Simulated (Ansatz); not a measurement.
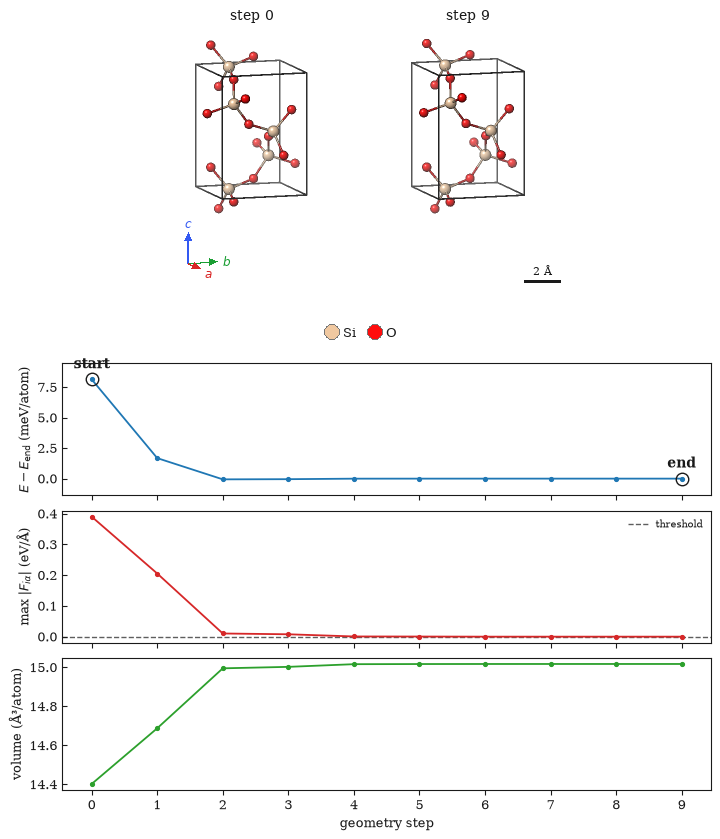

First and last geometry of a relaxation of crystalline SiO2 (set up in P4_12_12), with the history of the run. The picture is a ball-and-stick view of the cell of the calculation, seen slightly off an axis.

The run lets cell and atoms move.

Computed with Kohn-Sham DFT of a periodic cell, PBE, Ansatz PAW in Ansatz.

Input file:
```yaml
crystal:
  lattice:
    - [4.982, 0.0, 0.0]
    - [0.0, 4.982, 0.0]
    - [0.0, 0.0, 6.963]
  atoms:
    - { symbol: Si, position: [0.79897, 0.20103, 0.75] }
    - { symbol: Si, position: [0.70103, 0.70103, 0.5] }
    - { symbol: Si, position: [0.20103, 0.79897, 0.25] }
    - { symbol: Si, position: [0.29897, 0.29897, 0.0] }
    - { symbol: O, position: [0.10347, 0.23989, 0.82187] }
    - { symbol: O, position: [0.26011, 0.60347, 0.07187] }
    - { symbol: O, position: [0.89653, 0.76011, 0.32187] }
    - { symbol: O, position: [0.73989, 0.39653, 0.57187] }
    - { symbol: O, position: [0.60347, 0.26011, 0.92813] }
    - { symbol: O, position: [0.76011, 0.89653, 0.67813] }
    - { symbol: O, position: [0.39653, 0.73989, 0.42813] }
    - { symbol: O, position: [0.23989, 0.10347, 0.17813] }
hamiltonian:
  xc: pbe
  pseudopotentials: { kind: paw }
kpoints:
  mp_grid: { grid: [6, 6, 4] }
scf:
  occupations: { method: fermi_dirac, width: 0.05 }
  max_iter: 100
output:
  forces: true
  stress: true
  eigenvalues: true
relax:
  f_tol: 1.0e-09
  max_steps: 30
  cell: { stress_tol: 0.05 }
```

Command:
```bash
ansatz run input.yaml --threads 4 --pin off --max-ram 11264MiB --backend cpu --events-out ev --progress --plain --runs-dir out
```

Did the run converge, and what did it change?

Answer. The run was cut off at its time limit before the relaxation converged, so the last structure is only a point on the way. The input was poor on purpose: a force tolerance that can't be met. The largest moves relative to the cell, 0.019 Å, are those of O atoms. Largest moves by element: O 0.019 Å, Si 0.014 Å. Cell: a = b 4.982 → 5.056 Å (+1.5 %), c 6.963 → 7.051 Å (+1.3 %). Volume +4.3 %. Near-neighbour distances that change, for instance: O–Si 1.604 → 1.625 Å. The space group stays P4_12_12 (No. 92). The energy falls by 8.1 meV per atom in 9 geometry steps. Largest force component: 0.39 eV/Å at the start, under 0.0001 eV/Å at the end. Pressure: 6.29 GPa at the start and 0.00 GPa at the end.
